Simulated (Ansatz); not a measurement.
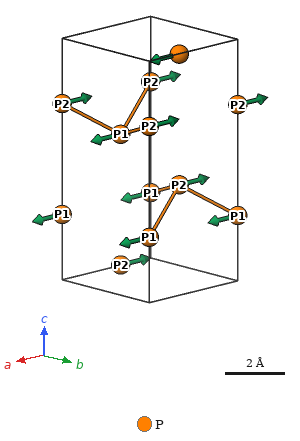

One vibrational mode of a crystal of P (a generated structure) at the zone centre. The green arrows are the displacements of the atoms (eigenvector over the root of the mass), of arbitrary overall length and sign. A ball-and-stick model of the conventional cell (3 times the calculation's cell), seen from a free direction. Lengths and directions refer to the drawn axes.

Theory: Ansatz, DFT PBE, scalar-relativistic, plane waves, PAW.

Input
```yaml
crystal:
  lattice:
    - [3.0098190866, -1.737699648, -0.0017804725]
    - [3.0098190866, 1.737699648, -0.0017804725]
    - [-2.0047444008, 0.0, 3.0745029933]
  atoms:
    - { symbol: P, position: [0.2704529614, 0.2704529614, 0.8113533343] }
    - { symbol: P, position: [0.7295470386, 0.7295470386, 0.1886466657] }
basis:
  ecutwfc: 420
kpoints:
  mp_grid: { grid: [20, 20, 18] }
hamiltonian:
  xc: pbe
scf:
  occupations: { method: fermi_dirac, width: 0.15 }
output:
  eigenvalues: true
phonons:
  method: dfpt
  eigenvectors: true
```

Command:
```bash
ansatz run input.yaml --threads 1 --pin off --max-ram 2560MiB --backend cpu --events-out ev --progress --plain --runs-dir out
```

The frequencies depend somewhat on the k-mesh and the smearing.

Describe the mode and give its frequency.

Answer. This is the E_g mode (doubly degenerate; one member of the set is drawn) at 263 cm⁻¹, the lowest optical level, Raman-active by symmetry. All motion is along a; atoms of one kind move against one another, with no net shift of their sublattice; it stretches the shortest P–P bonds (2.32 Å).
